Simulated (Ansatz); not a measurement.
## Single-point calculation of CuO (part 2 of 2)

The same run, continued: CuO (P6₃mc, 4 atoms in the cell); DFT LDA+U+J, spin-orbit coupling, plane waves, PAW, U = 7 eV, J = 0.7 eV on Cu atom 1 d; U = 7 eV, J = 0.7 eV on Cu atom 2 d (Ansatz 0.2.0); cutoff 420 eV, 7×7×4 k-mesh, Gaussian smearing of 0.05 eV. The structure was built on a prototype by a generator; it need not be a known phase. It belongs to a series of runs on one base structure; here: from atoms, default search.

Geometry of the input (Å; fractional positions):
```
3.2880  0.0000  0.0000
-1.6440  2.8475  0.0000
0.0000  0.0000  5.3850
Cu 0.6667  0.3333  0.0000
Cu 0.3333  0.6667  0.5000
O  0.6667  0.3333  0.6252
O  0.3333  0.6667  0.1252
```

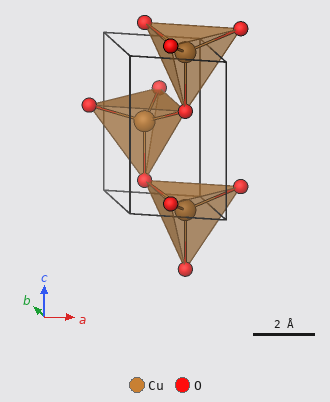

*The structure as given in the input (polyhedral view of the cell of the calculation, seen slightly off an axis; polyhedra are completed across the faces of the cell).*

Output, continued:
```
--- Per-component energies (eV) ---
  E_band       = -1055.537904
  E_kinetic    = 935.735329
  E_local      = -10688.397083  (includes V_loc(G=0)·N_el)
  E_nonlocal   = 905.349340
  E_hartree    = 4626.194243
  E_xc         = -315.195686
  E_vxc        = -407.074233  (∫ρ·V_xc dr)
  E_hubbard    = 2.377799  (on-site DFT+U / exact-exchange correction)
  E_vhub       = -55.689572  (the Hubbard potential's part of the band-sum identity)
  E_paw        = -3491.799730  (= ΣΔE_a)
  E_vpaw       = -997.854672  (= ΣTr[D̂ρ^β])
  E_aug_tail   = 0.005443  (compensation charges beyond the density's cutoff)
  E_ewald      = -6191.243701
  E_core_change = 1.098330  (= ΣΔE_core)
  E_smearing   = -0.006087  (= −TS)
  E_closure    = -0.000000  (closes the sum)
  Σ components = -14215.881805   (vs F -14215.881805, Δ=0.00e0)
--- DFT+U+J on-site energies (Liechtenstein; fll double counting; per corrected site; eV) ---
  site 0 (l=d): U=7.0000  J=0.7000  Tr N=9.5945  E_int=277.042655  E_dc=275.853756  E_U=1.188900
  site 1 (l=d): U=7.0000  J=0.7000  Tr N=9.5945  E_int=277.042655  E_dc=275.853756  E_U=1.188900
--- Hubbard shell moments (per corrected site; Tr N, ν in electrons; μ in μ_B) ---
  shell 0: Tr N=9.5945  μ_S=(-0.0000, -0.0000, +0.1268)  μ_L=(-0.0000, -0.0000, +0.0393)  μ=(-0.0000, -0.0000, +0.1661)  ν=0.0240 along (-0.000, +0.000, +1.000)
  shell 1: Tr N=9.5945  μ_S=(+0.0000, +0.0000, -0.1268)  μ_L=(-0.0000, -0.0000, -0.0393)  μ=(-0.0000, -0.0000, -0.1661)  ν=0.0240 along (+0.000, -0.000, -1.000)
--- Forces (eV/Å), atoms counted from 1 ---
  atom   1  Cu     0.00000000    -0.00000000    -0.06893201
  atom   2  Cu    -0.00000000     0.00000000    -0.06893201
  atom   3  O      0.00000000     0.00000000     0.06892774
  atom   4  O      0.00000000     0.00000000     0.06892774
  max |Σ_I F_I| component: 8.54e-6 eV/Å
--- Stress (GPa, compression-positive) ---
      -17.096372       0.000000      -0.000000
        0.000000     -17.096372      -0.000000
       -0.000000      -0.000000     -15.128614
  P = ⅓ Tr σ = -16.4405 GPa (-164.405 kbar)
--- Band table (eV; the first three rows and the last of 36) ---
  k-point 0: bands = ["-102.3679", "-102.3679", "-102.1967", "-102.1967", "-61.9353", "-61.9353", "-61.8477", "-61.8477", "-59.3962", "-59.3961", "-59.2734", "-59.2734", "-59.2610", "-59.2610", "-59.2059", "-59.2059", "-10.5131", "-10.5131", "-9.9919", "-9.9919", "1.9021", "1.9455", "1.9997", "1.9997", "2.0785", "2.0785", "2.1604", "2.1604", "2.3196", "2.3928", "2.5732", "2.5732", "3.5602", "3.5609", "3.5609", "3.5785", "3.8256", "3.8256", "4.0179", "4.0311", "4.4713", "4.4713", "6.7425", "6.7617", "6.8529", "6.8529", "7.5181", "7.5181", "7.6500", "7.6710", "7.7535", "7.7535", "8.7016", "8.7016", "13.3930", "13.3930", "15.3046", "15.3046", "21.1355", "21.1355"]
  k-point 1: bands = ["-102.3678", "-102.3678", "-102.1966", "-102.1966", "-61.9353", "-61.9353", "-61.8477", "-61.8477", "-59.3962", "-59.3961", "-59.2733", "-59.2733", "-59.2611", "-59.2611", "-59.2059", "-59.2059", "-10.4546", "-10.4546", "-10.0454", "-10.0454", "1.9043", "1.9061", "1.9061", "1.9359", "1.9839", "1.9839", "2.0627", "2.0627", "2.3038", "2.3552", "2.5359", "2.5359", "3.6239", "3.6239", "3.6380", "3.6491", "3.8368", "3.8368", "3.9690", "3.9788", "4.9701", "4.9701", "6.8511", "6.8691", "6.9145", "6.9145", "6.9460", "6.9460", "7.5506", "7.5699", "7.6536", "7.6536", "9.5596", "9.5596", "12.5120", "12.5120", "16.1861", "16.1861", "20.1331", "20.1331"]
  k-point 2: bands = ["-102.3676", "-102.3676", "-102.1964", "-102.1964", "-61.9353", "-61.9353", "-61.8477", "-61.8477", "-59.3961", "-59.3961", "-59.2731", "-59.2731", "-59.2613", "-59.2613", "-59.2059", "-59.2059", "-10.3730", "-10.3730", "-10.1216", "-10.1216", "1.7964", "1.7964", "1.8790", "1.8790", "1.9172", "1.9172", "2.0390", "2.0390", "2.3034", "2.3034", "2.5001", "2.5001", "3.7270", "3.7270", "3.7664", "3.7664", "3.7836", "3.7836", "3.8737", "3.8737", "5.9180", "5.9180", "6.0091", "6.0091", "7.0177", "7.0177", "7.0755", "7.0755", "7.4117", "7.4117", "7.5232", "7.5232", "11.0211", "11.0211", "11.0279", "11.0279", "17.8849", "17.8849", "17.9124", "17.9124"]
  k-point 35: bands = ["-102.3675", "-102.3675", "-102.1964", "-102.1964", "-61.9367", "-61.9367", "-61.8493", "-61.8493", "-59.3992", "-59.3992", "-59.2740", "-59.2740", "-59.2618", "-59.2618", "-59.2086", "-59.2086", "-10.0584", "-10.0584", "-9.7807", "-9.7807", "1.7961", "1.7961", "1.8710", "1.8710", "2.1631", "2.1631", "2.3392", "2.3392", "2.8697", "2.8697", "2.9921", "2.9921", "3.6882", "3.6882", "3.7541", "3.7541", "4.1589", "4.1589", "4.4182", "4.4182", "4.5447", "4.5447", "4.9217", "4.9217", "5.3889", "5.3889", "5.6742", "5.6742", "6.3062", "6.3062", "6.4715", "6.4715", "14.8400", "14.8400", "14.8996", "14.8996", "16.3533", "16.3533", "16.4487", "16.4487"]
Occupation matrices written to [file]
--- Löwdin populations: 4 sites ---
  site symbol       q [e]
     0     Cu     18.0803
     1     Cu     18.0803
     2      O      6.7985
     3      O      6.7985
  spilling = 0.004848 (of n_electrons = 50.000000)
--- Occupation matrices: 2 shells (run DFT+U table (all-electron-ortho-atomic); ε = 7.69e-4) ---
  Cu0 d_3D: site group C3v (3m)
  Cu0 d_3D spinor Tr n = 9.5945  λ = 0.889 0.915 0.946 0.952 0.962 0.965 0.989 0.990 0.993 0.993  [x2-y2 0.34 (T2 1.00) E1/2(1.00) | x2-y2 0.30 (T2 0.99) E3/2(1.00) | z2 0.88 (T2 0.99) E1/2(1.00) | z2 0.94 (T2 0.99) E1/2(1.00) | x2-y2 0.29 (T2 1.00) E1/2(1.00) | xz 0.25 (T2 0.95) E3/2(1.00) | 2× xz 0.33 (E 0.98) E1/2(0.50) | xz 0.31 (E 0.99) E1/2(1.00) | x2-y2 0.25 (E 0.96) E3/2(1.00)]
  Cu1 d_3D: site group C3v (3m)
  Cu1 d_3D spinor Tr n = 9.5945  λ = 0.889 0.915 0.946 0.952 0.962 0.965 0.989 0.990 0.993 0.993  [x2-y2 0.34 (T2 1.00) E1/2(1.00) | x2-y2 0.30 (T2 0.99) E3/2(1.00) | z2 0.88 (T2 0.99) E1/2(1.00) | z2 0.94 (T2 0.99) E1/2(1.00) | x2-y2 0.29 (T2 1.00) E1/2(1.00) | xz 0.25 (T2 0.95) E3/2(1.00) | 2× xz 0.33 (E 0.98) E1/2(0.50) | xz 0.31 (E 0.99) E1/2(1.00) | x2-y2 0.25 (E 0.96) E3/2(1.00)]
  Tr n, λ and their labels are of the run-group-symmetrised matrices; stabiliser: 12 of 24 elements of G0×{1,Θ} (closed), max defect 5.9e-15 at τ = 1.6e-4
```

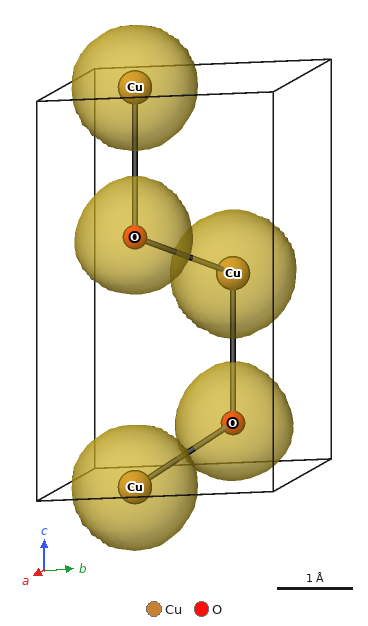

*Isosurface of the valence charge density (pseudo) at 0.8 e/Å³ (yellow), seen slightly off an axis. Sticks mark near contacts. The outline is the calculation cell.*

At this value the density breaks into separate islands; it holds about 85 % of the electrons treated as valence (semicore included). It is pinched off along the Cu–O (2.01 Å) contacts. On the grid the lowest density along these lines, outside the cores, is 0.56 e/Å³ (Cu–O, 2.01 Å). Core electrons are frozen (PAW), so the fields are smoothed inside the atomic spheres.

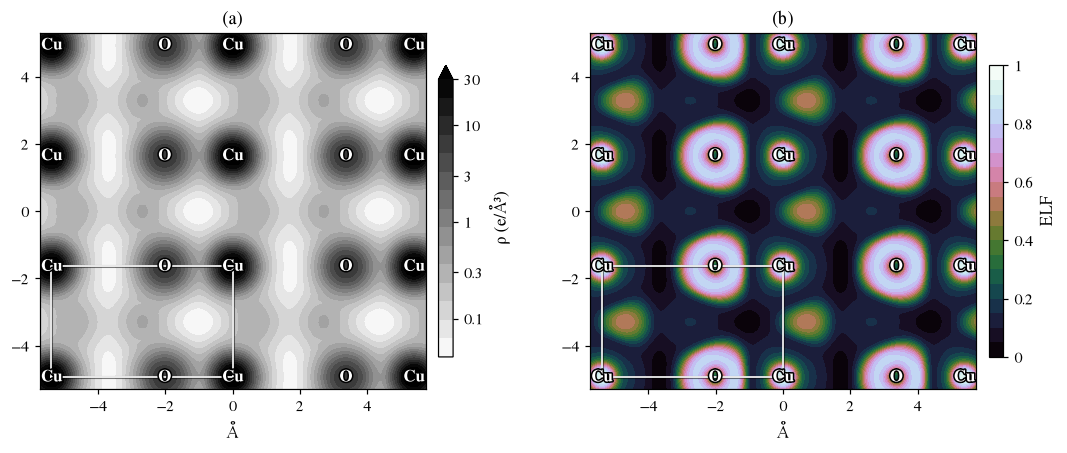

*(a) valence pseudo-density; (b) electron localisation function on the (11̄0) plane of the calculation cell.*

The section cuts through Cu and O sites. Cu–O (2.02 Å): ρ is about 0.57 e/Å³ halfway; the ELF is about 0.15 at the midpoint (a polar contact without a shared pair, in a metal). Away from the nuclei the density in this plane falls to 0.04 e/Å³ at its lowest. The strong features right at Cu lie inside the PAW spheres (semicore, d or f shells) and say nothing about bonding.

Results in brief:

- outcome: converged
- space group (tolerance 0.01 Å): P6₃mc (186)
- electrons treated: 50
- free energy: −14215.8818 eV
- Fermi energy: 6.823 eV
- gap on the k-point mesh: none (metallic)
- net moment of the cell: 0.00 μB
- integrated absolute moment: 0.65 μB
- pressure: −16.44 GPa
- largest force (length of the vector): 0.069 eV/Å
- wall time: 15 s (CPU time 53 s)
- peak memory: 0.82 GiB

The program warns: the SCF threshold is looser than advised for the printed stress. The cell is under a tension of 16.4 GPa at this level, so it is not at its equilibrium volume.
